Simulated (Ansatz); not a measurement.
GaN (space group F-43m, No. 216). Coordinates: the input geometry of an electronic-structure calculation (not necessarily at equilibrium).

```
Ga N
1.0
     4.54848    0.00000    0.00000
     0.00000    4.54848    0.00000
     0.00000    0.00000    4.54848
Ga N
4 4
Direct
  0.00000 0.00000 0.00000
  0.00000 0.50000 0.50000
  0.50000 0.00000 0.50000
  0.50000 0.50000 0.00000
  0.25000 0.25000 0.25000
  0.25000 0.75000 0.75000
  0.75000 0.25000 0.75000
  0.75000 0.75000 0.25000
```

Bonds are taken as Ga–N below 2.2 Å; no other contact counts. The graph is simplified in the usual way: terminal and isolated atoms are pruned, two-connected atoms become edges.

What net does this leave?

The result is a uninodal 4-connected, three-periodic net: Ga and N are 4-connected nodes. It is the dia net, known from diamond, zinc blende and cristobalite. It is a single net, without interpenetration.

```csv
node,links,point symbol,coordination sequence
Ga and N,4,6⁶,4 12 24 42 64 92 124 162 204 252
```

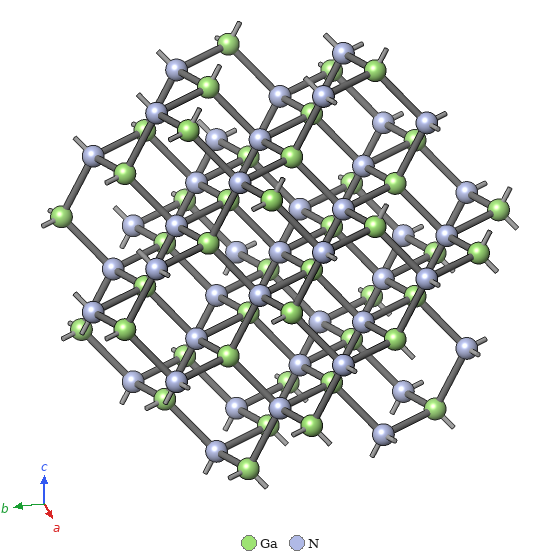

Nodes are coloured by element. Short stubs are edges that leave the cut-out.
